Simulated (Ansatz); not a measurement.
# W: a changed input and its effect

System: W (C2/m, 4 atoms in the cell).
Method of the first run: DFT PBE, scalar-relativistic, plane waves, PAW, no spin polarisation (Ansatz 0.2.0).

The structure derives from an entry of the Crystallography Open Database. Text and figures count atoms from 1; the logs count them from 0 in places.

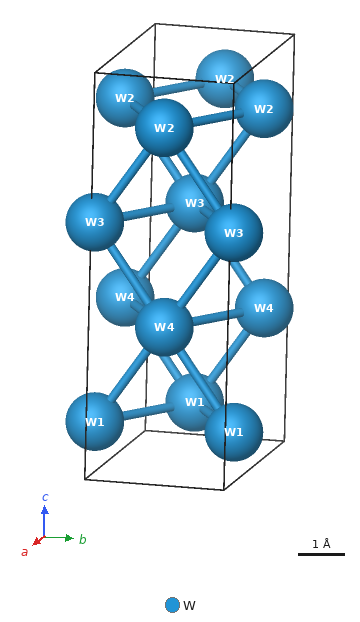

The structure (ball-and-stick view of the cell 2 times as large as that of the calculation, set on its symmetry axes, seen slightly off an axis; atoms are numbered from 1 in the order of the input). Near neighbours in the crystal (not all of them lie inside the picture): W has 9 W at 2.71 to 2.86 Å; W has 8 W at 2.76 Å.

## The input, the first run
```yaml
crystal:
  lattice:
    - [-1.5917793224, 1.5917793224, -1.5917793224]
    - [-1.5917793224, -1.5917793224, 1.5917793224]
    - [0.0, 6.8978165158, 5.8364180636]
  atoms:
    - { symbol: W, position: [-0.1458625, 0.1458625, 0.875] }
    - { symbol: W, position: [0.4791625, 0.5208375, 0.125] }
    - { symbol: W, position: [-0.0625125, 0.0625125, 0.375] }
    - { symbol: W, position: [0.3958125, 0.6041875, 0.625] }
basis:
  ecutwfc: 420
kpoints:
  mp_grid: { grid: [22, 22, 7] }
hamiltonian:
  xc: pbe
scf:
  occupations: { method: gaussian, width: 0.15 }
output:
  forces: true
  stress: true
  eigenvalues: true
```

Launched with:
```bash
ansatz run input.yaml --threads 2 --pin off --max-ram 5120MiB --backend cpu --events-out ev --progress --plain --runs-dir out
```

Hardware: 2 threads of AMD EPYC (Zen 2), 12 GiB of memory available, shared host.

## Output, shortened to warnings, some set-up lines, iterations and results (the first run)
```
Basis set: ecut = 420 eV, 1287 PW (Γ), exchange–correlation on 40×40×128 points (8 copies of the dense FFT grid, shifted against one another)
Symmetry: 4 space group operations
k-points: 892 of 3388
Initial density: superposition of atomic densities (neutral atoms: chi_scale 0, normalization atom), corrected by the library's trained network
[...]
SCF iter   1: F=—  HF=-41538.732701 eV  |F-HF|=—  |Δ(HF+E_count)|=         —  Δρ=5.19e-3  dr2=8.98e-3  ethr=1.77e-3  ⟨swp⟩=4.8  Hψ=117280  notcnv=0
SCF iter   2: F=—  HF=-41538.732001 eV  |F-HF|=—  |Δ(HF+E_count)|=   7.00e-4  Δρ=3.04e-3  dr2=2.94e-3  ethr=1.60e-5  ⟨swp⟩=1.1  Hψ=37679  notcnv=0
SCF iter   3: F=—  HF=-41538.731821 eV  |F-HF|=—  |Δ(HF+E_count)|=   1.79e-4  Δρ=3.26e-4  dr2=8.21e-5  ethr=5.26e-6  ⟨swp⟩=2.5  Hψ=41410  notcnv=0
SCF iter   4: F=—  HF=-41538.731796 eV  |F-HF|=—  |Δ(HF+E_count)|=   2.49e-5  Δρ=1.05e-4  dr2=5.29e-6  ethr=1.47e-7  ⟨swp⟩=1.6  Hψ=32877  notcnv=0
SCF iter   5: F=—  HF=-41538.731796 eV  |F-HF|=—  |Δ(HF+E_count)|=   6.56e-7  Δρ=1.65e-5  dr2=5.14e-7  ethr=9.44e-9  ⟨swp⟩=2.0  Hψ=39671  notcnv=0
SCF iter   6: F=-41538.731796 eV  HF=-41538.731796 eV  |F-HF|=1.28e-8  |Δ(HF+E_count)|=   3.55e-8  Δρ=3.49e-6  dr2=1.77e-8  ethr=1.79e-10  ⟨swp⟩=7.1  Hψ=108483  notcnv=0
SCF 1 converged in 6 iterations: F = -41538.731796 eV  dr2 = 1.77e-8
SCF converged after 6 iterations
Free energy (F): -41538.731796 eV
Harris-Foulkes:  -41538.731796 eV  (|F-HF|=1.28e-8)
Internal energy: -41538.706461 eV  (E = F + TS)
E sigma→0 (E₀):  -41538.719128 eV
Entropy (-TS):   -0.025335 eV (-6.334 meV/atom)
Fermi energy:    22.088903 eV
--- Per-component energies (eV) ---
  E_band       = -348.573046
  E_kinetic    = 1799.045985
  E_local      = -2452.268590  (includes V_loc(G=0)·N_el)
  E_nonlocal   = 1.839166
  E_hartree    = 878.576258
  E_xc         = -1067.424046
  E_vxc        = -954.727950  (∫ρ·V_xc dr)
  E_paw        = -34249.750717  (= ΣΔE_a)
  E_vpaw       = -499.614202  (= ΣTr[D̂ρ^β])
  E_aug_tail   = -0.000245  (compensation charges beyond the density's cutoff)
  E_ewald      = -6448.724274
  E_smearing   = -0.025335  (= −TS)
  E_closure    = 0.000000  (closes the sum)
  Σ components = -41538.731796   (vs F -41538.731796, Δ=0.00e0)
--- Forces (eV/Å), atoms counted from 1 ---
  atom   1  W      0.00000000    -0.55025685    -1.49238024
  atom   2  W      0.00000000     0.55025685     1.49238024
  atom   3  W      0.00000000     0.17548512     0.17799066
  atom   4  W      0.00000000    -0.17548512    -0.17799066
  max |Σ_I F_I| component: 2.22e-16 eV/Å
--- Stress (GPa, compression-positive) ---
       -0.272485       0.000000      -0.000000
        0.000000      -0.347519       4.455767
       -0.000000       4.455767       8.184543
  P = ⅓ Tr σ = 2.5215 GPa (25.215 kbar)
```

The input of the second run differs as follows (lines with − go, lines with + come):
```diff
-    - [0.0, 6.8978165158, 5.8364180636]
+    - [0.0, 6.6323077248, 6.1019268546]
-    - { symbol: W, position: [-0.1458625, 0.1458625, 0.875] }
-    - { symbol: W, position: [0.4791625, 0.5208375, 0.125] }
-    - { symbol: W, position: [-0.0625125, 0.0625125, 0.375] }
-    - { symbol: W, position: [0.3958125, 0.6041875, 0.625] }
+    - { symbol: W, position: [-0.0728875, 0.0728875, 0.875] }
+    - { symbol: W, position: [0.4895875, 0.5104125, 0.125] }
+    - { symbol: W, position: [-0.0312375, 0.0312375, 0.375] }
+    - { symbol: W, position: [0.4479375, 0.5520625, 0.625] }
```

What does this change do to the results?

With the same functional and potentials, the second run lies 89.7 meV per atom lower. The pressure goes from 2.52 to 0.80 GPa. The largest force goes from 1.591 to 1.173 eV/Å. The number of SCF iterations is the same. The plane waves at Γ go from 1287 to 1277.

## Output, shortened to warnings, some set-up lines, iterations and results (the second run)
```
Basis set: ecut = 420 eV, 1277 PW (Γ), exchange–correlation on 40×40×128 points (8 copies of the dense FFT grid, shifted against one another)
Symmetry: 4 space group operations
k-points: 892 of 3388
Initial density: superposition of atomic densities (neutral atoms: chi_scale 0, normalization atom), corrected by the library's trained network
[...]
SCF iter   1: F=—  HF=-41539.090995 eV  |F-HF|=—  |Δ(HF+E_count)|=         —  Δρ=3.18e-3  dr2=4.28e-3  ethr=1.77e-3  ⟨swp⟩=4.8  Hψ=116721  notcnv=0
SCF iter   2: F=—  HF=-41539.090736 eV  |F-HF|=—  |Δ(HF+E_count)|=   2.59e-4  Δρ=1.86e-3  dr2=1.26e-3  ethr=7.64e-6  ⟨swp⟩=1.5  Hψ=40537  notcnv=0
SCF iter   3: F=—  HF=-41539.090726 eV  |F-HF|=—  |Δ(HF+E_count)|=   1.08e-5  Δρ=2.15e-4  dr2=5.80e-5  ethr=2.25e-6  ⟨swp⟩=2.2  Hψ=41567  notcnv=0
SCF iter   4: F=—  HF=-41539.090704 eV  |F-HF|=—  |Δ(HF+E_count)|=   2.11e-5  Δρ=7.32e-5  dr2=3.62e-6  ethr=1.04e-7  ⟨swp⟩=1.5  Hψ=30959  notcnv=0
SCF iter   5: F=—  HF=-41539.090704 eV  |F-HF|=—  |Δ(HF+E_count)|=   4.53e-7  Δρ=1.02e-5  dr2=2.72e-7  ethr=6.46e-9  ⟨swp⟩=2.0  Hψ=39733  notcnv=0
SCF iter   6: F=-41539.090704 eV  HF=-41539.090704 eV  |F-HF|=6.51e-9  |Δ(HF+E_count)|=   1.35e-8  Δρ=2.32e-6  dr2=8.41e-9  ethr=1.79e-10  ⟨swp⟩=6.7  Hψ=106613  notcnv=0
SCF 1 converged in 6 iterations: F = -41539.090704 eV  dr2 = 8.41e-9
SCF converged after 6 iterations
Free energy (F): -41539.090704 eV
Harris-Foulkes:  -41539.090704 eV  (|F-HF|=6.51e-9)
Internal energy: -41539.067293 eV  (E = F + TS)
E sigma→0 (E₀):  -41539.078999 eV
Entropy (-TS):   -0.023411 eV (-5.853 meV/atom)
Fermi energy:    22.161006 eV
--- Per-component energies (eV) ---
  E_band       = -349.368525
  E_kinetic    = 1798.260381
  E_local      = -2444.763045  (includes V_loc(G=0)·N_el)
  E_nonlocal   = 1.260691
  E_hartree    = 874.975088
  E_xc         = -1067.340166
  E_vxc        = -954.602059  (∫ρ·V_xc dr)
  E_paw        = -34249.591704  (= ΣΔE_a)
  E_vpaw       = -499.474965  (= ΣTr[D̂ρ^β])
  E_aug_tail   = -0.000246  (compensation charges beyond the density's cutoff)
  E_ewald      = -6451.868293
  E_smearing   = -0.023411  (= −TS)
  E_closure    = 0.000000  (closes the sum)
  Σ components = -41539.090704   (vs F -41539.090704, Δ=0.00e0)
--- Forces (eV/Å), atoms counted from 1 ---
  atom   1  W      0.00000000     0.32052148    -1.12804182
  atom   2  W      0.00000000    -0.32052148     1.12804182
  atom   3  W      0.00000000     0.07654489     0.00844050
  atom   4  W      0.00000000    -0.07654489    -0.00844050
  max |Σ_I F_I| component: 0.00e0 eV/Å
--- Stress (GPa, compression-positive) ---
       -0.151054       0.000000       0.000000
        0.000000      -3.966170       1.588992
        0.000000       1.588992       6.505038
  P = ⅓ Tr σ = 0.7959 GPa (7.959 kbar)
```

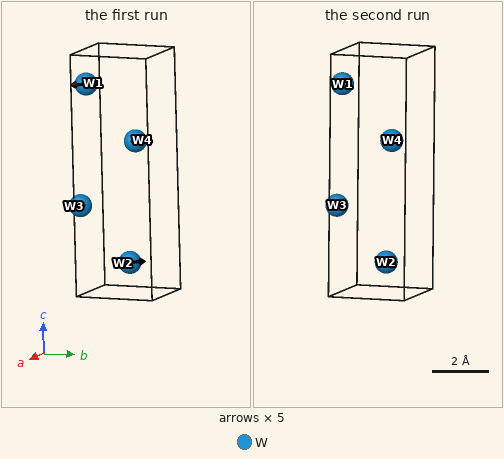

The two input geometries at one scale (ball-and-stick view of the cell of the calculation, seen slightly off an axis). The black arrows on the first give the shifts of the atoms relative to the cell, with their mean removed, magnified 5 times. The largest moves relative to the cell, 0.14 Å, are those of W1 and W2. (The mean shift of all atoms is removed.) The drawn cell changes at constant volume: a = b stay at 2.757 Å, c 9.036 → 9.012 Å (−0.3 %), α 93.9° → 91.9°, β 86.1° → 88.1°. Among the contacts that change: W1–W2 2.705 → 2.930 Å.

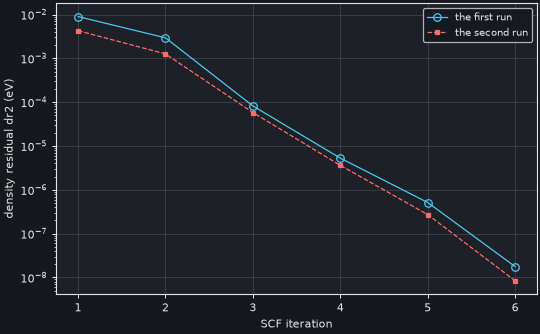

Convergence of the two runs: density residual dr2 against the SCF iteration. The first run takes 6 iterations in all, and the second run takes 6.

## The two runs side by side

| quantity | the first run | the second run |
| --- | --- | --- |
| outcome | converged | converged |
| free energy per atom (eV) | −10384.6829 | −10384.7727 |
| energy per atom, smearing taken to zero (eV) | −10384.6798 | −10384.7697 |
| gap on the mesh (eV) | 0.00 | 0.00 |
| pressure (GPa) | 2.52 | 0.80 |
| largest force (eV/Å) | 1.591 | 1.173 |
| SCF iterations | 6 | 6 |
| irreducible k-points | 892 | 892 |
| plane waves at Γ | 1287 | 1277 |
| wall time (shared host) | 29 s | 29 s |

For both runs: Spin–orbit coupling is left out, which matters for W.
